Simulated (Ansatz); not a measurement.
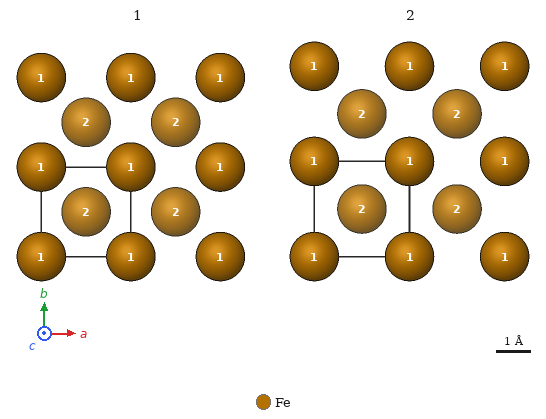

Two geometries of crystalline Fe (set up in Im-3m), drawn at one scale. One is the start of a relaxation, the other its converged end. Style: spheres-only. Shown: the cell of the calculation, repeated 2 × 2 × 1 with one cell outlined, along the c axis.

The calculation used DFT, LDA (PW92), plane waves (420 eV) with PAW, scalar-relativistic in Ansatz 0.2.0. Settings: plane-wave cutoff 420 eV; k-point mesh 11 × 11 × 11; occupations fermi dirac; smearing width 0.05 eV; collinear spin; cell and atoms relaxed; force threshold 0.01 eV/Å; at most 60 steps.

**Which one is relaxed?**

Structure 1 is the relaxed one. Phase: bcc. After 6 accepted moves (8 points after the start) the energy has fallen by 0.473 eV per cell of the calculation. All forces vanish by symmetry, so only the cell relaxes. The pressure goes from −29.24 to 0.00 GPa. The SCF was repeated twice at an unchanged geometry on a basis and grid sized afresh for the cell, which shifted the energy by 2.2 meV per cell of the calculation at most. The atoms keep their places relative to the cell (all moves are under 0.005 Å). The volume changes by −16.7 %, with a = b = c 2.866 → 2.697 Å (−5.9 %). Near-neighbour distances that change, for instance: Fe1–Fe2 2.482 → 2.336 Å. The space group stays Im-3m (No. 229). The program noted that a PAW file was made for another functional than the run's, and that the starting moments weren't kept. The run took about 40 core-seconds on a shared host.
